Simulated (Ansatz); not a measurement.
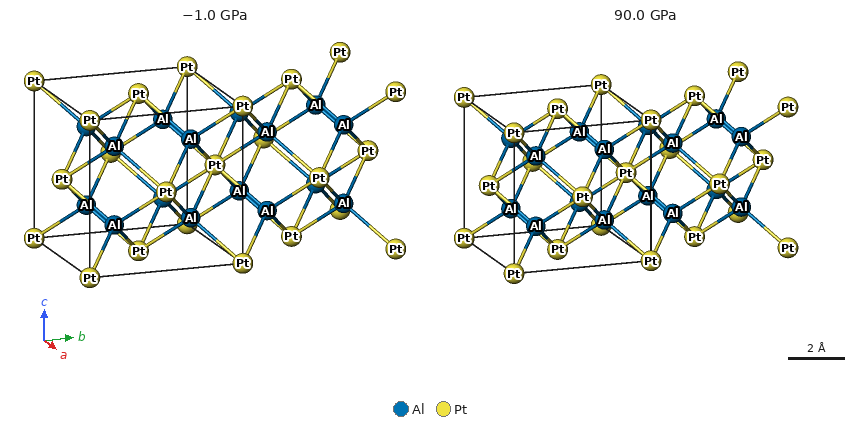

Crystalline Al2Pt (set up in Fm-3m), relaxed (cell and atoms) at several target pressures. The picture shows the first and the last member. Style: ball-and-stick. Shown: the conventional cell (4 times the calculation's cell), repeated 1 × 2 × 1 with one cell outlined, slightly off an axis. Lengths and directions refer to the drawn axes.

Computed with Ansatz 0.2.0: DFT PBEsol, scalar-relativistic, plane waves, PAW. Settings: plane-wave cutoff 420 eV; k-point mesh 12 × 12 × 12 at −1.0 to 12.0, 14 × 14 × 14 at 25.0 to 90.0 GPa; occupations gaussian; smearing width 0.1 eV; no spin polarisation; cell and atoms relaxed; force threshold 0.008 eV/Å.

```csv
pressure (GPa),volume (Å³/atom),a (Å)
−1.0,17.209,5.911
0.0,17.085,5.897
1.0,16.963,5.883
4.0,16.621,5.843
12.0,15.873,5.754
25.0,?,?
50.0,13.672,5.474
90.0,12.355,5.293
```

Fill in the missing row.

Answer. Murnaghan's form V = V₀(1 + B′P/B₀)^(−1/B′), with V₀ = 17.085 Å³ from the row at zero pressure, fits the other rows with B₀ = 142 GPa and B′ = 3.77 (largest miss 0.017 Å³). At 25.0 GPa it gives 17.085 × (1 + 3.77 × 25.0/142)^(−1/3.77) = 14.927 Å³ per atom. The calculation gives 14.933 Å³/atom (a = 5.638 Å). The estimate is 0.006 Å³/atom too low. From the first member to the last: Al–Pt 2.559 → 2.292 Å.

The whole series:

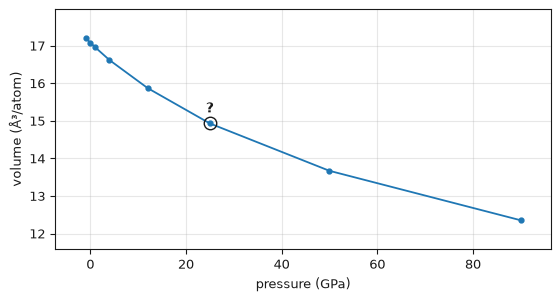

Each member starts from this one structure; whether another phase lies lower wasn't checked.
